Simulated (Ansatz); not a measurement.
Consider CdS3.

```
Cd S
1.0
     4.20115    0.00000    0.00000
     0.00000    4.20115    0.00000
     0.00000    0.00000    4.20115
Cd S
1 3
Direct
  0.00000 0.00000 0.00000
  0.00000 0.50000 0.50000
  0.50000 0.00000 0.50000
  0.50000 0.50000 0.00000
```

Space group Pm-3m; a structure generated by program, which may or may not match a known phase.

Method: DFT PBE, scalar-relativistic, plane waves, PAW in Ansatz.

What can the converged valence pseudo-density and electron localisation function tell about the bonding?

Cd–S (2.97 Å): ρ at the midpoint is about 0.17 e/Å³; the ELF peaks at about 0.85 in the valence shell of S, 0.8 Å from its nucleus, and drops to about 0.10 between the two atoms.

Does the calculation make it a metal, or give it a gap?

It is metallic or semimetallic at this level of theory: no gap opens.

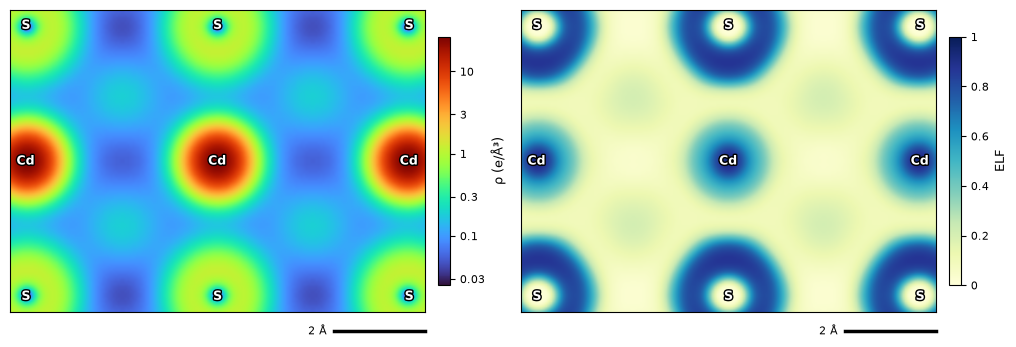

Computed valence pseudo-density and electron localisation function on the (110) plane of the conventional cell, in this order. 

Core electrons are frozen (PAW), and the valence fields are smoothed inside the atomic spheres.
